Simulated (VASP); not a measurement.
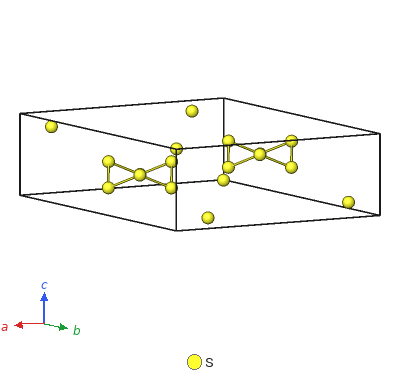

S, space group R-3:H (No. 148), a = 10.818 Å, b = 10.818 Å, c = 4.280 Å, α = 90.00°, β = 90.00°, γ = 120.00°

```json
{"site": "S", "Wyckoff": "18f", "x": "0.6239", "y": "0.4787", "z": "0.2278"}
```

Source: an entry of the Crystallography Open Database, as set up for an electronic-structure calculation.

### Compute the Voronoi cell of each site (no radii): faces and volume.

```csv
site,faces above 1 % of the sphere,volume (Å³),solid angle by neighbour (%)
S,10,24.10,S 100
```

Weighted by multiplicity the volumes add up to the cell volume, 433.8 Å³.

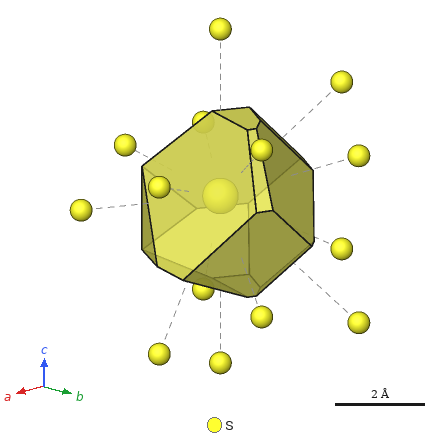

The computed Voronoi cell of S, with the neighbours that bound it.
